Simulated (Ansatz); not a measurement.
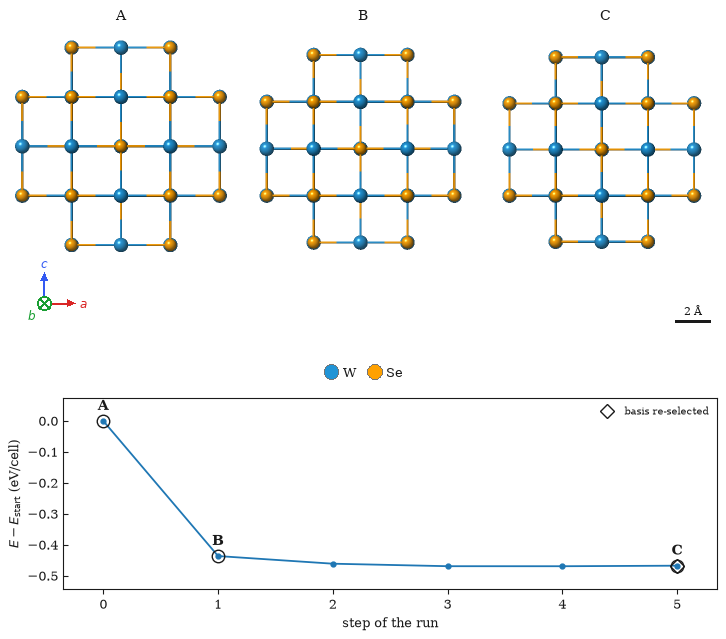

Frames of a relaxation of a crystal of WSe (built on the rock salt type), marked on the history of the run. Style: ball-and-stick. Shown: the conventional cell (4 times the calculation's cell), along the b axis. Lengths and directions refer to the drawn axes.

Case: no spin polarisation.

Theory: Ansatz 0.2.0, DFT r2SCAN+U, scalar-relativistic, plane waves, PAW.

Input
```yaml
crystal:
  lattice:
    - [0.0, 2.8530058079, 2.8530058079]
    - [2.8530058079, 0.0, 2.8530058079]
    - [2.8530058079, 2.8530058079, 0.0]
  atoms:
    - { symbol: W, position: [0.0, 0.0, 0.0] }
    - { symbol: Se, position: [0.5, 0.5, 0.5] }
basis:
  ecutwfc: 500
kpoints:
  mp_grid: { grid: [12, 12, 12] }
hamiltonian:
  xc: r2scan
  hubbard: { sites: [{ species: W, l: d, u_eff: 6.2 }] }
scf:
  occupations: { method: gaussian, width: 0.1 }
output:
  forces: true
  stress: true
  eigenvalues: true
relax:
  adjacent_minimum: "off"
  f_tol: 0.01
  max_steps: 60
  cell: { stress_tol: 0.05 }
```

Launched with:
```bash
ansatz run input.yaml --threads 1 --pin off --max-ram 2560MiB --backend cpu --events-out ev --progress --plain --runs-dir out
```

Describe the path.

No atom moves by more than 0.005 Å relative to the cell. The drawn cell changes as follows: a = b = c 5.706 → 5.334 Å (−6.5 %); the volume changes by −18.3 %. Some distances before and after: W1–Se2 2.853 → 2.667 Å. The space group stays Fm-3m (No. 225). The energy falls by 0.467 eV per cell of the calculation in 4 accepted moves (5 points after the start). All forces vanish by symmetry, so only the cell relaxes. The pressure goes from −14.47 to −0.02 GPa. The SCF was repeated once at an unchanged geometry on a basis and grid sized afresh for the cell, which shifted the energy by 1.7 meV per cell of the calculation at most. From step 0 to 1: volume −14.1 %, energy −0.436 eV per cell of the calculation. From step 1 to 5: volume −4.8 %, energy −31.1 meV per cell of the calculation.
